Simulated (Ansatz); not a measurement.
## Run report: Si, geometry relaxation (part 1 of 2)

- system: Si (P4₁22, 4 atoms in the cell)
- method: DFT PBE, scalar-relativistic, plane waves, PAW, no spin polarisation (Ansatz 0.2.0)

The structure was made by a generator, so it may or may not be a known phase. Figures and captions count atoms from 1; the log counts them from 0 in places.

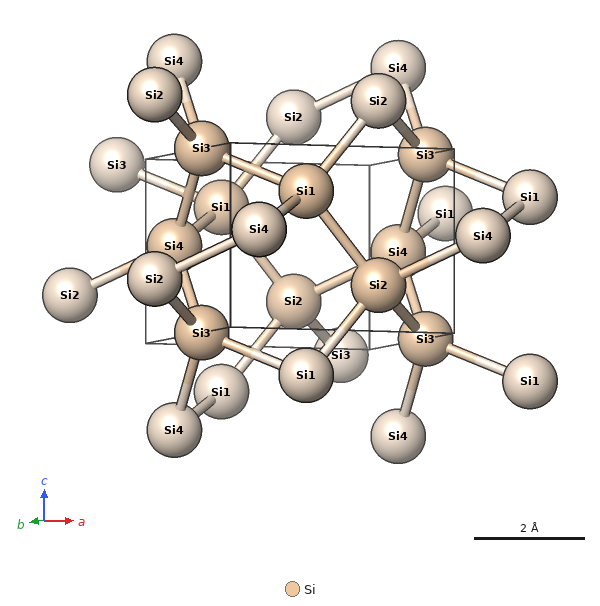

The input geometry (ball-and-stick view of the cell of the calculation, seen at an oblique angle; neighbours outside the cell are drawn fainter; atoms are numbered from 1 in the order of the input).

### Input file
```yaml
crystal:
  lattice:
    - [4.35514442, 0.0, 0.0]
    - [0.0, 4.35514442, 0.0]
    - [0.0, 0.0, 3.36233363]
  atoms:
    - { symbol: Si, position: [0.33848652, 0.0, 0.75] }
    - { symbol: Si, position: [0.66151348, 0.0, 0.25] }
    - { symbol: Si, position: [0.0, 0.33848652, 0.0] }
    - { symbol: Si, position: [0.0, 0.66151348, 0.5] }
basis:
  ecutwfc: 420
kpoints:
  mp_grid: { grid: [4, 4, 6] }
hamiltonian:
  xc: pbe
scf:
  occupations: { method: gaussian, width: 0.1 }
  lower_state_search: "off"
output:
  forces: true
  stress: true
  eigenvalues: true
relax:
  adjacent_minimum: "off"
  f_tol: 0.04
  max_steps: 70
  cell: { stress_tol: 0.4 }
```

Launch command:
```bash
ansatz run input.yaml --threads 1 --pin off --max-ram 2560MiB --backend cpu --events-out ev --progress --plain --runs-dir out
```

### Output
```
Engine: ansatz 0.2.0, aarch64-unknown-linux-gnu
Pseudopotentials: kind: paw
Pseudopotential: Si, paw, valence charge 4, recommended cutoff 420 eV (normal), Si.paw.azcp
Functional definition: PBE
  parameter kappa = 0.804
  parameter beta = 0.06672455060314922
  exchange = pbe_x(kappa = kappa, mu = beta*pi^2/3)
  correlation = pbe_c(beta = beta)
Crystal: 4 atoms, lattice volume = 63.774 Å³
Basis set: ecut = 420 eV, 1275 PW (Γ), exchange–correlation on 60×60×48 points (8 copies of the dense FFT grid, shifted against one another)
Bands: 12, of which v1, the nominal top of the filled ones, is band 8 counted from 1 (7 counted from 0)
Symmetry: 8 space group operations
Space group: P4122 (ITA 91), of the structure as read, at distance tolerance 4.0e-5 Å
k-points: 24 of 96
Non-local potential: Si, projectors of the file, l = 0: 2, l = 1: 2, l = 2: 2
PAW form: soft (Blöchl's): semilocal exchange-correlation on the pseudo side does not see the compensation charge
PAW one-centre angular grid: Si, 110 points (default); XC on 64 Gauss nodes
Initial density: superposition of atomic densities (neutral atoms: chi_scale 0, normalization atom), corrected by the library's trained network
Initial wavefunctions: pseudopotential atomic-orbital guess
Functional: x = pbe(κ = 0.804, μ = 0.2195149727645171), c = pbe(β = 0.06672455060314922)
SCF iter   1: F=—  HF=-2540.795069 eV  |F-HF|=—  |Δ(HF+E_count)|=         —  Δρ=3.84e-3  dr2=9.87e-3  ethr=1.77e-3  ⟨swp⟩=5.7  Hψ=2031  notcnv=0
preconditioner: auto → Kerker (q_TF=auto, 2.167 Å⁻¹)  [metal: Δε(μ)=0.022 eV  Ē_g=8.413 eV  σ=0.100 eV  W_gap=0.12  n_scr=10 (ndim 8)  ℏωp=18.6 eV  f_vac=0.000  D(μ)=1.05/eV (n_scr^D=4)]
SCF iter   2: F=—  HF=-2540.794096 eV  |F-HF|=—  |Δ(HF+E_count)|=   9.72e-4  Δρ=2.29e-3  dr2=3.74e-3  ethr=6.17e-5  ⟨swp⟩=1.0  Hψ=488  notcnv=0
SCF iter   3: F=—  HF=-2540.793334 eV  |F-HF|=—  |Δ(HF+E_count)|=   7.62e-4  Δρ=3.05e-4  dr2=9.07e-5  ethr=2.34e-5  ⟨swp⟩=2.0  Hψ=483  notcnv=0
SCF iter   4: F=—  HF=-2540.793370 eV  |F-HF|=—  |Δ(HF+E_count)|=   3.61e-5  Δρ=1.06e-4  dr2=1.32e-5  ethr=5.67e-7  ⟨swp⟩=2.3  Hψ=480  notcnv=0
SCF iter   5: F=—  HF=-2540.793378 eV  |F-HF|=—  |Δ(HF+E_count)|=   7.67e-6  Δρ=2.85e-5  dr2=9.17e-7  ethr=8.25e-8  ⟨swp⟩=2.6  Hψ=482  notcnv=0
SCF iter   6: F=-2540.793378 eV  HF=-2540.793378 eV  |F-HF|=4.59e-9  |Δ(HF+E_count)|=   3.15e-7  Δρ=4.26e-6  dr2=1.05e-8  ethr=6.25e-10  ⟨swp⟩=6.3  Hψ=1632  notcnv=0
SCF 1 converged in 6 iterations: F = -2540.793378 eV  dr2 = 1.05e-8
  greatest PAW one-centre occupation: 0.667 electrons in one spin orbital (limit 2), on the Si atom at site 0 (counted from 0), in its partial waves of l = 0
relax step   1: F+E_penalty+E_count = -2540.79337835 eV  Δ(F+E_penalty+E_count) = +0.000e0 eV  max|allowed force component| = 5.974e-2 eV/Å  Δτ_max = 0.0000 Å  P = +30.016 GPa  Ω = 63.774 Å³  (6 SCF iters, dr2 threshold 1.00e-7 eV, accepted)
Crystal: 4 atoms, lattice volume = 69.513 Å³
Basis set: ecut = 420 eV, 1363 PW (Γ), exchange–correlation on 60×60×48 points (8 copies of the dense FFT grid, shifted against one another)
Initial density: handed on by an earlier stage of this run
Initial wavefunctions: those handed on with the density
iter 1 solved again at ethr=2.25e-4 eV; its pass at ethr=3.10e-3 eV (dr2=3.60e-2 eV) is discarded
SCF iter   1: F=—  HF=-2541.693793 eV  |F-HF|=—  |Δ(HF+E_count)|=         —  Δρ=5.96e-3  dr2=3.54e-2  ethr=2.25e-4  ⟨swp⟩=1.0  Hψ=2302  notcnv=0
preconditioner: auto → none  [insulator: Δε(μ)=0.376 eV  Ē_g=8.055 eV  σ=0.100 eV  W_gap=0.53  n_scr=10 (ndim 8)  ℏωp=17.8 eV  f_vac=0.000  D(μ)=1.08/eV (n_scr^D=4)  ε∞_Penn≈5.9]
SCF iter   2: F=—  HF=-2541.681353 eV  |F-HF|=—  |Δ(HF+E_count)|=   1.24e-2  Δρ=2.10e-3  dr2=3.41e-3  ethr=2.21e-4  ⟨swp⟩=2.0  Hψ=475  notcnv=0
SCF iter   3: F=—  HF=-2541.680126 eV  |F-HF|=—  |Δ(HF+E_count)|=   1.23e-3  Δρ=3.81e-4  dr2=1.07e-4  ethr=2.13e-5  ⟨swp⟩=2.5  Hψ=491  notcnv=0
SCF iter   4: F=—  HF=-2541.680188 eV  |F-HF|=—  |Δ(HF+E_count)|=   6.25e-5  Δρ=1.29e-4  dr2=1.69e-5  ethr=6.66e-7  ⟨swp⟩=2.1  Hψ=445  notcnv=0
SCF iter   5: F=-2541.680185 eV  HF=-2541.680185 eV  |F-HF|=1.17e-7  |Δ(HF+E_count)|=   3.19e-6  Δρ=1.68e-5  dr2=1.18e-7  ethr=2.50e-9  ⟨swp⟩=4.9  Hψ=1817  notcnv=0
SCF 2 converged in 5 iterations: F = -2541.680185 eV  dr2 = 1.18e-7
  greatest PAW one-centre occupation: 0.655 electrons in one spin orbital (limit 2), on the Si atom at site 3 (counted from 0), in its partial waves of l = 0
relax step   2: F+E_penalty+E_count = -2541.68018527 eV  Δ(F+E_penalty+E_count) = -8.868e-1 eV  max|allowed force component| = 5.608e-2 eV/Å  Δτ_max = 0.0090 Å  P = +14.605 GPa  Ω = 69.513 Å³  energy of the carried Pulay correction = -1.199e-3 eV  (5 SCF iters, dr2 threshold 4.00e-7 eV, accepted)
Crystal: 4 atoms, lattice volume = 76.000 Å³
Basis set: ecut = 420 eV, 1469 PW (Γ), exchange–correlation on 60×60×48 points (8 copies of the dense FFT grid, shifted against one another)
iter 1 solved again at ethr=2.17e-4 eV; its pass at ethr=3.10e-3 eV (dr2=3.47e-2 eV) is discarded
SCF iter   1: F=—  HF=-2542.069770 eV  |F-HF|=—  |Δ(HF+E_count)|=         —  Δρ=5.63e-3  dr2=3.44e-2  ethr=2.17e-4  ⟨swp⟩=1.0  Hψ=2351  notcnv=0
preconditioner: auto → Kerker (q_TF=auto, 2.104 Å⁻¹)  [metal: Δε(μ)=0.042 eV  Ē_g=7.688 eV  σ=0.100 eV  W_gap=0.24  n_scr=10 (ndim 8)  ℏωp=17.0 eV  f_vac=0.000  D(μ)=0.96/eV (n_scr^D=4)]
SCF iter   2: F=—  HF=-2542.061474 eV  |F-HF|=—  |Δ(HF+E_count)|=   8.30e-3  Δρ=3.44e-3  dr2=1.44e-2  ethr=2.15e-4  ⟨swp⟩=1.0  Hψ=288  notcnv=0
SCF iter   3: F=—  HF=-2542.057182 eV  |F-HF|=—  |Δ(HF+E_count)|=   4.29e-3  Δρ=5.95e-4  dr2=5.48e-4  ethr=9.00e-5  ⟨swp⟩=2.2  Hψ=485  notcnv=0
SCF iter   4: F=—  HF=-2542.057422 eV  |F-HF|=—  |Δ(HF+E_count)|=   2.40e-4  Δρ=1.49e-4  dr2=3.83e-5  ethr=3.42e-6  ⟨swp⟩=2.8  Hψ=488  notcnv=0
SCF iter   5: F=—  HF=-2542.057623 eV  |F-HF|=—  |Δ(HF+E_count)|=   2.01e-4  Δρ=4.72e-5  dr2=2.70e-6  ethr=2.40e-7  ⟨swp⟩=2.3  Hψ=487  notcnv=0
SCF iter   6: F=-2542.057626 eV  HF=-2542.057626 eV  |F-HF|=1.48e-8  |Δ(HF+E_count)|=   3.09e-6  Δρ=7.54e-6  dr2=3.95e-8  ethr=2.50e-9  ⟨swp⟩=7.1  Hψ=1759  notcnv=0
SCF 3 converged in 6 iterations: F = -2542.057626 eV  dr2 = 3.95e-8
  greatest PAW one-centre occupation: 0.646 electrons in one spin orbital (limit 2), on the Si atom at site 3 (counted from 0), in its partial waves of l = 0
relax step   3: F+E_penalty+E_count = -2542.05762573 eV  Δ(F+E_penalty+E_count) = -3.774e-1 eV  max|allowed force component| = 3.623e-2 eV/Å  Δτ_max = 0.0114 Å  P = +3.119 GPa  Ω = 76.000 Å³  energy of the carried Pulay correction = -2.436e-3 eV  (6 SCF iters, dr2 threshold 4.00e-7 eV, accepted)
Crystal: 4 atoms, lattice volume = 79.148 Å³
Basis set: ecut = 420 eV, 1565 PW (Γ), exchange–correlation on 60×60×48 points (8 copies of the dense FFT grid, shifted against one another)
iter 1 solved again at ethr=3.15e-5 eV; its pass at ethr=3.10e-3 eV (dr2=5.05e-3 eV) is discarded
SCF iter   1: F=—  HF=-2542.080753 eV  |F-HF|=—  |Δ(HF+E_count)|=         —  Δρ=2.23e-3  dr2=5.09e-3  ethr=3.15e-5  ⟨swp⟩=1.0  Hψ=2219  notcnv=0
preconditioner: auto → Kerker (q_TF=auto, 2.090 Å⁻¹)  [metal: Δε(μ)=0.068 eV  Ē_g=7.536 eV  σ=0.100 eV  W_gap=0.36  n_scr=10 (ndim 8)  ℏωp=16.7 eV  f_vac=0.000  D(μ)=1.01/eV (n_scr^D=4)]
SCF iter   2: F=—  HF=-2542.079611 eV  |F-HF|=—  |Δ(HF+E_count)|=   1.14e-3  Δρ=1.36e-3  dr2=2.10e-3  ethr=3.15e-5  ⟨swp⟩=1.0  Hψ=288  notcnv=0
SCF iter   3: F=—  HF=-2542.079065 eV  |F-HF|=—  |Δ(HF+E_count)|=   5.46e-4  Δρ=2.13e-4  dr2=7.56e-5  ethr=1.31e-5  ⟨swp⟩=2.2  Hψ=484  notcnv=0
SCF iter   4: F=—  HF=-2542.079297 eV  |F-HF|=—  |Δ(HF+E_count)|=   2.32e-4  Δρ=5.60e-5  dr2=6.15e-6  ethr=4.72e-7  ⟨swp⟩=2.8  Hψ=491  notcnv=0
SCF iter   5: F=—  HF=-2542.079302 eV  |F-HF|=—  |Δ(HF+E_count)|=   5.28e-6  Δρ=1.86e-5  dr2=4.94e-7  ethr=3.84e-8  ⟨swp⟩=2.5  Hψ=472  notcnv=0
SCF iter   6: F=-2542.079302 eV  HF=-2542.079302 eV  |F-HF|=3.10e-9  |Δ(HF+E_count)|=   4.77e-7  Δρ=3.26e-6  dr2=8.51e-9  ethr=2.50e-9  ⟨swp⟩=5.2  Hψ=1474  notcnv=0
SCF 4 converged in 6 iterations: F = -2542.079302 eV  dr2 = 8.51e-9
  greatest PAW one-centre occupation: 0.645 electrons in one spin orbital (limit 2), on the Si atom at site 3 (counted from 0), in its partial waves of l = 0
relax step   4: F+E_penalty+E_count = -2542.07930240 eV  Δ(F+E_penalty+E_count) = -2.168e-2 eV  max|allowed force component| = 8.234e-2 eV/Å  Δτ_max = 0.0051 Å  P = -0.551 GPa  Ω = 79.148 Å³  energy of the carried Pulay correction = -2.996e-3 eV  (6 SCF iters, dr2 threshold 4.00e-7 eV, accepted)
Crystal: 4 atoms, lattice volume = 78.478 Å³
Basis set: ecut = 420 eV, 1549 PW (Γ), exchange–correlation on 60×60×48 points (8 copies of the dense FFT grid, shifted against one another)
iter 1 solved again at ethr=1.42e-6 eV; its pass at ethr=3.10e-3 eV (dr2=2.27e-4 eV) is discarded
SCF iter   1: F=—  HF=-2542.081487 eV  |F-HF|=—  |Δ(HF+E_count)|=         —  Δρ=6.12e-4  dr2=2.54e-4  ethr=1.42e-6  ⟨swp⟩=2.5  Hψ=2226  notcnv=0
preconditioner: auto → Kerker (q_TF=auto, 2.093 Å⁻¹)  [metal: Δε(μ)=0.066 eV  Ē_g=7.574 eV  σ=0.100 eV  W_gap=0.35  n_scr=10 (ndim 8)  ℏωp=16.8 eV  f_vac=0.000  D(μ)=1.02/eV (n_scr^D=4)]
SCF iter   2: F=—  HF=-2542.081654 eV  |F-HF|=—  |Δ(HF+E_count)|=   1.66e-4  Δρ=3.78e-4  dr2=9.94e-5  ethr=1.42e-6  ⟨swp⟩=1.0  Hψ=288  notcnv=0
SCF iter   3: F=—  HF=-2542.081649 eV  |F-HF|=—  |Δ(HF+E_count)|=   4.92e-6  Δρ=3.14e-5  dr2=8.99e-7  ethr=6.21e-7  ⟨swp⟩=2.0  Hψ=475  notcnv=0
SCF iter   4: F=-2542.081649 eV  HF=-2542.081649 eV  |F-HF|=7.07e-8  |Δ(HF+E_count)|=   6.41e-7  Δρ=8.54e-6  dr2=1.04e-7  ethr=2.50e-9  ⟨swp⟩=5.1  Hψ=1466  notcnv=0
SCF 5 converged in 4 iterations: F = -2542.081649 eV  dr2 = 1.04e-7
relax step   5: F+E_penalty+E_count = -2542.08164948 eV  Δ(F+E_penalty+E_count) = -2.347e-3 eV  max|allowed force component| = 3.000e-2 eV/Å  Δτ_max = 0.0045 Å  P = -0.002 GPa  Ω = 78.478 Å³  energy of the carried Pulay correction = -2.879e-3 eV  (4 SCF iters, dr2 threshold 4.00e-7 eV, accepted)
Basis set: ecut = 420 eV, 1549 PW (Γ), exchange–correlation on 64×64×54 points (8 copies of the dense FFT grid, shifted against one another)
Initial wavefunctions: pseudopotential atomic-orbital guess (no wavefunctions were taken with the density)
iter 1 solved again at ethr=9.85e-8 eV; its pass at ethr=3.10e-3 eV (dr2=1.58e-5 eV) is discarded
SCF iter   1: F=—  HF=-2542.091086 eV  |F-HF|=—  |Δ(HF+E_count)|=         —  Δρ=2.54e-4  dr2=4.99e-6  ethr=9.85e-8  ⟨swp⟩=3.2  Hψ=2936  notcnv=0
preconditioner: auto → Kerker (q_TF=auto, 2.093 Å⁻¹)  [metal: Δε(μ)=0.066 eV  Ē_g=7.573 eV  σ=0.100 eV  W_gap=0.35  n_scr=10 (ndim 8)  ℏωp=16.8 eV  f_vac=0.000  D(μ)=1.02/eV (n_scr^D=4)]
SCF iter   2: F=—  HF=-2542.091158 eV  |F-HF|=—  |Δ(HF+E_count)|=   7.18e-5  Δρ=1.35e-4  dr2=1.57e-6  ethr=3.12e-8  ⟨swp⟩=2.9  Hψ=518  notcnv=0
SCF iter   3: F=—  HF=-2542.091174 eV  |F-HF|=—  |Δ(HF+E_count)|=   1.66e-5  Δρ=4.92e-6  dr2=2.97e-8  ethr=9.78e-9  ⟨swp⟩=2.0  Hψ=482  notcnv=0
SCF iter   4: F=—  HF=-2542.091174 eV  |F-HF|=—  |Δ(HF+E_count)|=   1.60e-8  Δρ=1.26e-6  dr2=3.18e-9  ethr=1.60e-11  ⟨swp⟩=6.0  Hψ=1381  notcnv=0
SCF iter   5: F=-2542.091174 eV  HF=-2542.091174 eV  |F-HF|=8.64e-11  |Δ(HF+E_count)|=   2.23e-9  Δρ=3.88e-7  dr2=2.38e-10  ethr=1.60e-11  ⟨swp⟩=4.0  Hψ=966  notcnv=0
SCF 6 converged in 5 iterations: F = -2542.091174 eV  dr2 = 2.38e-10
relax step   6: F+E_penalty+E_count = -2542.09117430 eV  Δ(F+E_penalty+E_count) = -9.525e-3 eV  max|allowed force component| = 3.008e-2 eV/Å  Δτ_max = 0.0000 Å  P = +0.138 GPa  Ω = 78.478 Å³  stress off target by 2.43e-1 GPa  SCF on the basis re-selected at this cell (its energy is not comparable with the rows above)  (5 SCF iters)
```
